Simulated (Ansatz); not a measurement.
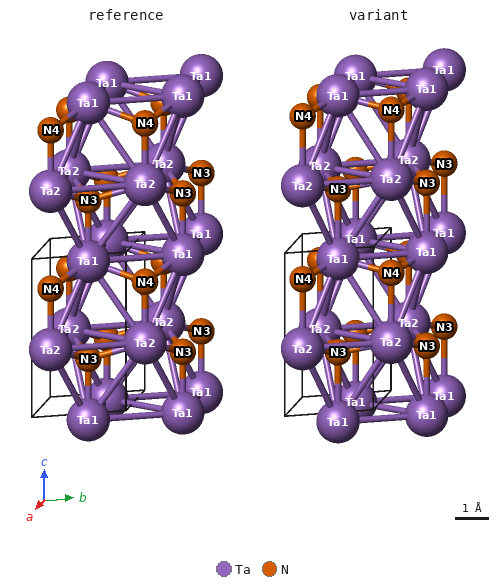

Left: a symmetric starting cell of TaN. Right: the same structure after one change, at the same scale. Style: ball-and-stick. Shown: the cell of the calculation, repeated 2 × 2 × 2 with one cell outlined, slightly off an axis.

These are results of Ansatz 0.2.0, DFT PBEsol, scalar-relativistic, plane waves, PAW, not measurements. Set-up: plane-wave cutoff 420 eV; k-point mesh 15 × 15 × 8; occupations gaussian; smearing width 0.1 eV; no spin polarisation.

What distinguishes the right structure from the left one?

Answer. The cell is strained by +2.9 % along c and −6.1 % across it (volume −9.2 %) and atoms are displaced by 0.10 Å relative to the cell: N3 0.10 Å along +c, Ta2 0.10 Å along −c. No relaxation follows. The starting cell wasn't computed here and needn't be at equilibrium, so pressure and forces aren't due to the change alone.

What does the change do?

Answer. Some distances before and after: N–Ta 1.902 → 2.164 Å, Ta–Ta 3.050 → 2.865 Å, N–Ta 1.850 → 1.697 Å. The space group stays P6_3mc (No. 186). The pressure is 249.5 GPa (not all of it need come from the change, since the unchanged cell can be under pressure at this level too). The principal stresses (compression positive) are 84.5 GPa along c and 332.0 GPa across it. The largest forces, 8.4 eV/Å, act on Ta1, Ta2, N3 and N4; on N3 it points along −c. The forces point straight back along the displacements (cosine −1.00).
